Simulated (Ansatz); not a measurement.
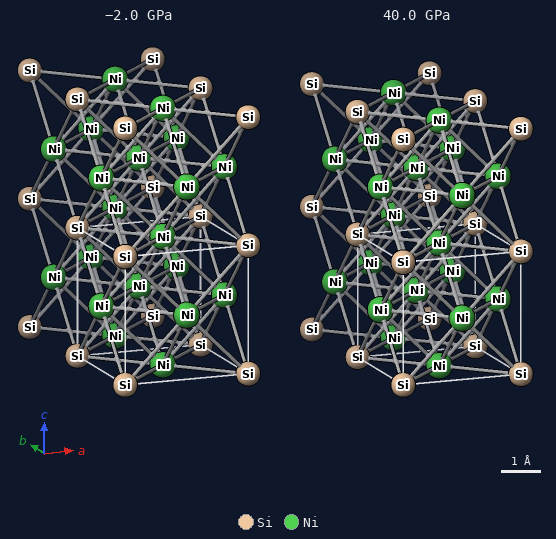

Crystalline SiNi3 (set up in Pm-3m), relaxed (cell and atoms) at several target pressures. The picture shows the first and the last member. A ball-and-stick model of the cell of the calculation, repeated 1 × 2 × 2 with one cell outlined, seen slightly off an axis.

Computed with Ansatz 0.2.0: DFT PBEsol, scalar-relativistic, plane waves, PAW. Set-up: plane-wave cutoff 420 eV; k-point mesh 12 × 12 × 12; occupations gaussian; smearing width 0.1 eV; no spin polarisation; cell and atoms relaxed; force threshold 0.008 eV/Å.

```tsv
pressure (GPa)	volume (Å³/atom)	a (Å)
−2.0	10.452	3.471
0.0	10.367	3.461
2.0	10.279	3.452
5.0	10.158	3.438
10.0	?	?
20.0	9.659	3.381
40.0	9.152	3.320
```

Question: Estimate the missing row from the others, and compare with the calculation.

Answer: Murnaghan's form V = V₀(1 + B′P/B₀)^(−1/B′), with V₀ = 10.367 Å³ from the row at zero pressure, fits the other rows with B₀ = 239 GPa and B′ = 4.52 (largest miss 0.004 Å³). At 10.0 GPa it gives 10.367 × (1 + 4.52 × 10.0/239)^(−1/4.52) = 9.977 Å³ per atom. The calculation gives 9.975 Å³/atom (a = 3.417 Å). The estimate is 0.002 Å³/atom too high. From the first member to the last: Ni–Si 2.454 → 2.348 Å, Ni–Ni 2.454 → 2.348 Å.

The whole series:

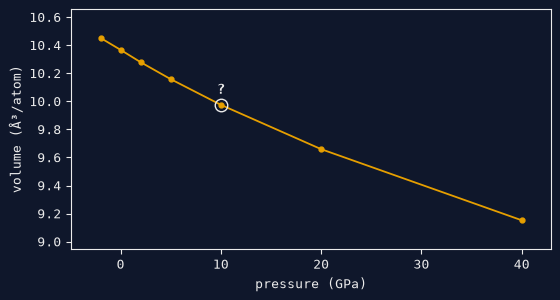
